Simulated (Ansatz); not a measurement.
The coordinates of a crystal:

```yaml
crystal:
  lattice:
    - [3.54687, 0.00000, 0.00000]
    - [0.00000, 3.54687, 0.00000]
    - [0.00000, 0.00000, 3.54687]
  atoms:
    - { symbol: B, position: [0.00000, 0.00000, 0.00000] }
    - { symbol: N, position: [0.25000, 0.25000, 0.25000] }
    - { symbol: B, position: [0.00000, 0.50000, 0.50000] }
    - { symbol: N, position: [0.25000, 0.75000, 0.75000] }
    - { symbol: B, position: [0.50000, 0.00000, 0.50000] }
    - { symbol: N, position: [0.75000, 0.25000, 0.75000] }
    - { symbol: B, position: [0.50000, 0.50000, 0.00000] }
    - { symbol: N, position: [0.75000, 0.75000, 0.25000] }
```

> Describe what this structure looks like.

This is BN. Space group: F-43m (No. 216). Lattice: face-centred cubic. Prototype: zinc blende (sphalerite type). Cell content 4 B, 4 N; Z = 4. The polyhedra are BN4 tetrahedra; they share corners. The coordination shell of B holds four N in a tetrahedral arrangement at 1.54 Å. Around each N lie four B in a tetrahedral arrangement at 1.54 Å. The bonds build a three-dimensional framework.

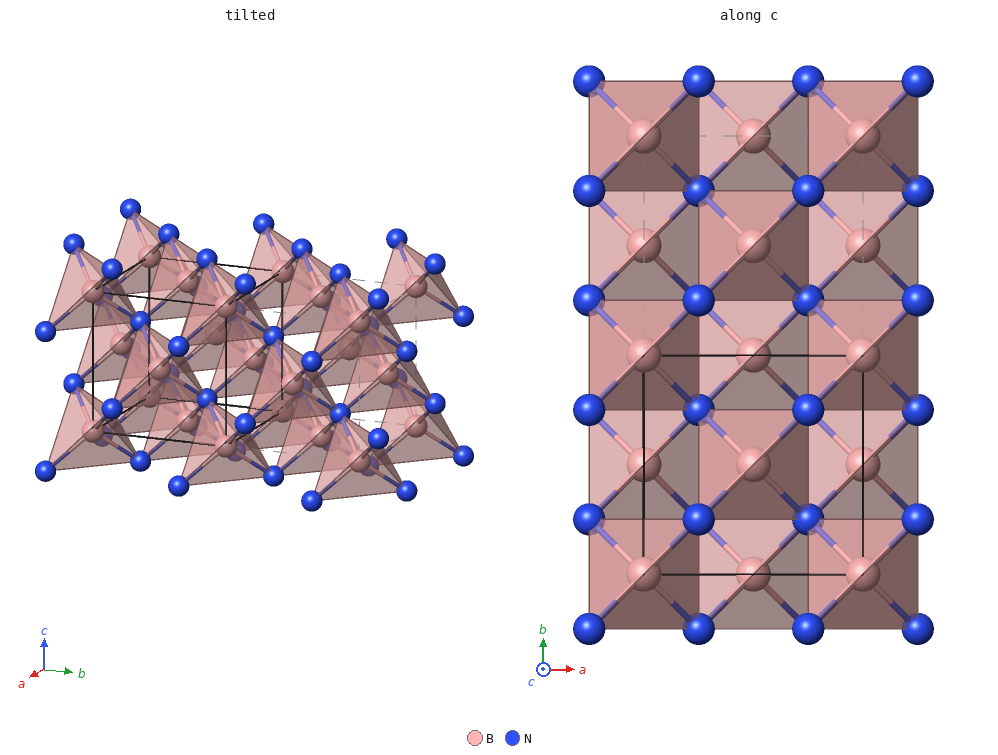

View slightly off an axis and along the c axis, drawn as a polyhedral model. The solid frame is a single conventional unit cell within a 1×2×1 block. A few atoms beyond the faces are included. Colours: boron pink, nitrogen blue.

The structure was taken from a structure listed in the Materials Project. It was relaxed with DFT LDA, scalar-relativistic, plane waves, PAW in Ansatz under a constraint or pressure on the cell, so some stress remains.

At this level of theory the cell isn't at rest (compressed, at 12 GPa), so its distances can differ from those at equilibrium, the more so the softer the solid.
